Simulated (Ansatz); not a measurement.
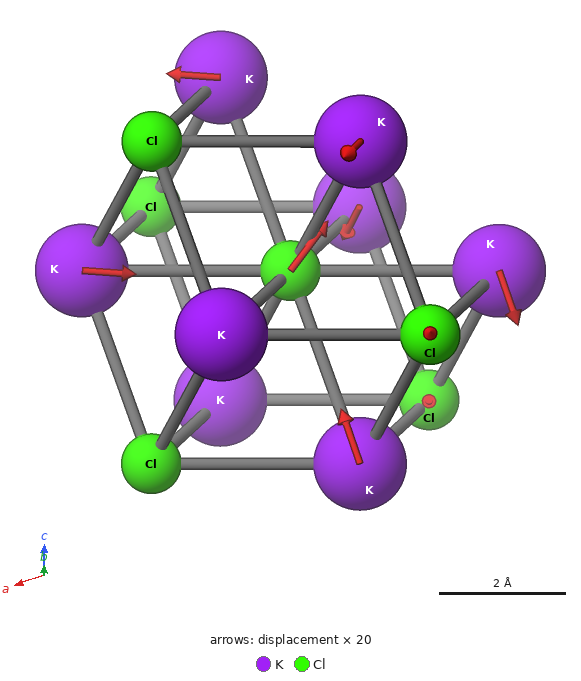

This is a relaxation of a defect cell of composition K12Cl11. The starting structure is drawn; red arrows show the displacements, magnified 20 times.

The picture is a ball-and-stick view of the atoms within 5.0 Å of the atom that moves most (axes of the conventional cell (2 times the calculation's cell)), seen from a free direction. Lengths and directions refer to the drawn axes.

Case: Cl vacancy, atoms relaxed.

Method: Ansatz 0.2.0, DFT PBE, scalar-relativistic, plane waves, PAW. Settings: plane-wave cutoff 420 eV; k-point mesh 4 × 4 × 2; occupations gaussian; smearing width 0.05 eV; no spin polarisation; atoms relaxed in a fixed cell; force threshold 0.02 eV/Å; at most 50 steps.

What did the optimiser do to the structure, and how much energy did it gain?

The largest moves, 0.051 Å, are those of Cl atoms. By element the largest moves are Cl 0.051 Å, K 0.048 Å. The lattice vectors keep their values. Some distances before and after: Cl–K 3.323 → 3.351 Å, Cl–K 3.323 → 3.305 Å. Over 1 accepted move (2 points after the start) the energy falls by 34.8 meV per cell of the calculation. The largest force component goes from 0.092 to 0.019 eV/Å. 1 step only repeated the SCF at the same geometry.

Limits of the set-up: the cell has an odd number of electrons but was run without spin polarisation.
